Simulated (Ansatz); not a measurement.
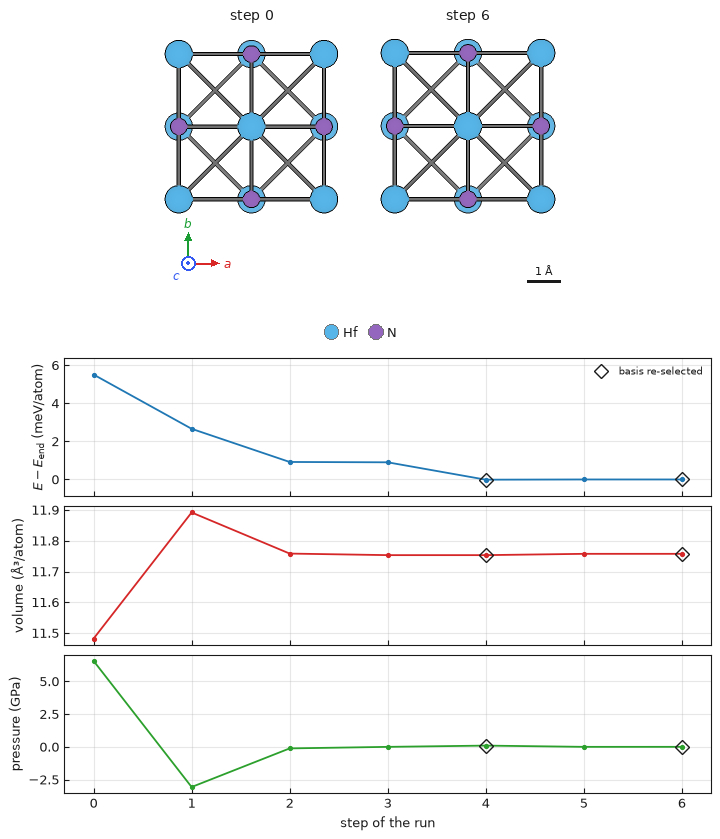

First and last geometry of a relaxation of a crystal of HfN (set up in Fm-3m), with the history of the run. The picture is a ball-and-stick view of the conventional cell (4 times the calculation's cell), seen along the c axis. Lengths and directions refer to the drawn axes.

Method: Ansatz 0.2.0, DFT PBE, scalar-relativistic, plane waves, PAW.

Input file:
```yaml
crystal:
  lattice:
    - [0.0, 2.256, 2.256]
    - [2.256, 0.0, 2.256]
    - [2.256, 2.256, 0.0]
  atoms:
    - { symbol: Hf, position: [0.0, 0.0, 0.0] }
    - { symbol: "N", position: [0.5, 0.5, 0.5] }
basis:
  ecutwfc: 420
kpoints:
  mp_grid: { grid: [16, 16, 16] }
hamiltonian:
  xc: pbe
scf:
  occupations: { method: gaussian, width: 0.1 }
output:
  forces: true
  stress: true
  eigenvalues: true
  write_density: true
  write_potential: true
  elf: true
  volumetric_format: npy
relax:
  adjacent_minimum: "off"
  f_tol: 0.005
  max_steps: 80
  cell: { stress_tol: 0.05 }
```

Command:
```bash
ansatz run input.yaml --threads 1 --pin off --max-ram 2560MiB --backend cpu --events-out ev --progress --plain --runs-dir out
```

Q: Read the history and describe the run.

A: It converged. The atoms keep their places relative to the cell (all moves are under 0.005 Å). Cell: a = b = c 4.512 → 4.548 Å (+0.8 %). Volume +2.4 %. Some distances before and after: Hf1–Hf1 3.190 → 3.216 Å, Hf1–N2 2.256 → 2.274 Å. The space group stays Fm-3m (No. 225). After 4 accepted moves (6 points after the start) the energy has fallen by 5.5 meV per atom. All forces vanish by symmetry, so only the cell relaxes. The pressure goes from 6.56 to 0.00 GPa. The SCF was repeated twice at an unchanged geometry on a basis and grid sized afresh for the cell, which shifted the energy by 0.9 meV per atom at most. Cost: 27 s on 1 thread of Arm Neoverse V2 (shared host), peak memory 0.36 GiB.
